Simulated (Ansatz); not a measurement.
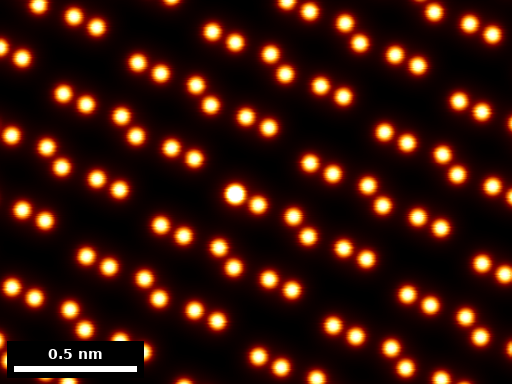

Z-contrast image of Sc (R-3, No. 148) along [211]. Simulation: incoherent imaging, intensity Z^1.6 per atom, probe width 0.50 Å, thin sample. The probe carries 25 % of its weight in a tail 2.5 times as wide. The display is stretched by a gamma of 0.8; percentages refer to the linear signal. A slight drift was added.

The sample is 4 repeats (30.3 Å) thick. One point defect was put into the perfect crystal, without relaxing the atoms around it. Brightness is counted from the darkest point of the image. Host structure: the end point of a relaxation with DFT PBE, scalar-relativistic, plane waves, PAW (Ansatz); the starting structure was generated, so it need not be a known form of this composition.

Question: Where is the defect (in Å from the left and the top edge), and what does its contrast suggest?

Answer: At about 10 Å from the left and 8 Å from the top. The column is brighter, which points to a heavier atom. The column holds 4 atoms (Sc) through the sample, and one Sc atom is replaced by La, so its peak rises to about 200 % of that of its equals.
